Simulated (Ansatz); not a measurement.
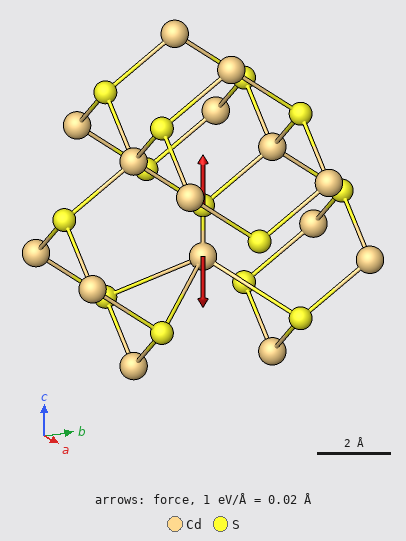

Starting geometry of a defect cell of composition Cd7S8 (cell charge −2) (started half-way along a vacancy jump, in the symmetry of that start) with the computed forces as red arrows. The picture is a ball-and-stick view of the atoms within 5.8 Å of the atom that moves most (axes of the conventional cell (2 times the calculation's cell)), seen slightly off an axis. Lengths and directions refer to the drawn axes.

Computed with DFT PBEsol, scalar-relativistic, plane waves, PAW (Ansatz 0.2.0).

The input:
```yaml
crystal:
  lattice:
    - [-5.8241960529, 5.8241960529, 0.0]
    - [-5.8241960529, 0.0, 5.8241960529]
    - [0.0, 5.8241960529, 5.8241960529]
  atoms:
    - { symbol: Cd, position: [-0.25, 0.5, 0.0] }
    - { symbol: Cd, position: [0.5, 0.0, 0.0] }
    - { symbol: Cd, position: [0.5, 0.5, 0.5] }
    - { symbol: Cd, position: [0.0, 0.0, 0.0] }
    - { symbol: Cd, position: [0.0, 0.5, 0.5] }
    - { symbol: Cd, position: [0.5, 0.0, 0.5] }
    - { symbol: Cd, position: [0.0, 0.0, 0.5] }
    - { symbol: S, position: [0.625, 0.625, 0.125] }
    - { symbol: S, position: [0.125, 0.625, 0.125] }
    - { symbol: S, position: [0.625, 0.125, 0.125] }
    - { symbol: S, position: [0.625, 0.625, 0.625] }
    - { symbol: S, position: [0.125, 0.125, 0.125] }
    - { symbol: S, position: [0.125, 0.625, 0.625] }
    - { symbol: S, position: [0.625, 0.125, 0.625] }
    - { symbol: S, position: [0.125, 0.125, 0.625] }
total_charge: -2
basis:
  ecutwfc: 420
kpoints:
  mp_grid: { grid: [4, 4, 4] }
hamiltonian:
  xc: pbesol
scf:
  occupations: { method: gaussian, width: 0.05 }
output:
  forces: true
  stress: true
  eigenvalues: true
relax:
  adjacent_minimum: "off"
  f_tol: 0.02
  max_steps: 60
  escape_saddle: false
```

Run as
```bash
ansatz run input.yaml --threads 4 --pin off --max-ram 9216MiB --backend cpu --events-out ev --progress --plain --runs-dir out
```

**Is this structure relaxed? If not, where do the atoms go?**

It isn't relaxed: the largest force vector, on Cd atoms, is 73.84 eV/Å. The final displacements follow the starting forces only in part (cosine between the two patterns 0.56). S8 moves most: 0.57 Å along +c. By element the largest moves are S 0.57 Å, Cd 0.45 Å. The cell stays as it was. Near-neighbour distances that change, for instance: Cd1–S8 1.456 → 2.480 Å, Cd1–S10 3.256 → 2.800 Å, Cd4–S9 2.522 → 2.405 Å, Cd4–S10 2.522 → 2.597 Å. Bond angles that change, for instance: S11–Cd3–S13 109.5° → 126.5°, Cd4–S9–Cd5 109.5° → 97.0°, Cd2–S14–Cd3 109.5° → 98.5°. Over 6 accepted moves (7 points after the start) the energy falls by 19.000 eV per cell of the calculation. The largest force component goes from 74 to 0.019 eV/Å. 1 step only repeated the SCF at the same geometry.

Limits of the set-up: the periodic images lie only 8.2 Å apart, so the values are limited by the cell's size; the cell is charged, on a uniform background, and energies carry no finite-size correction.
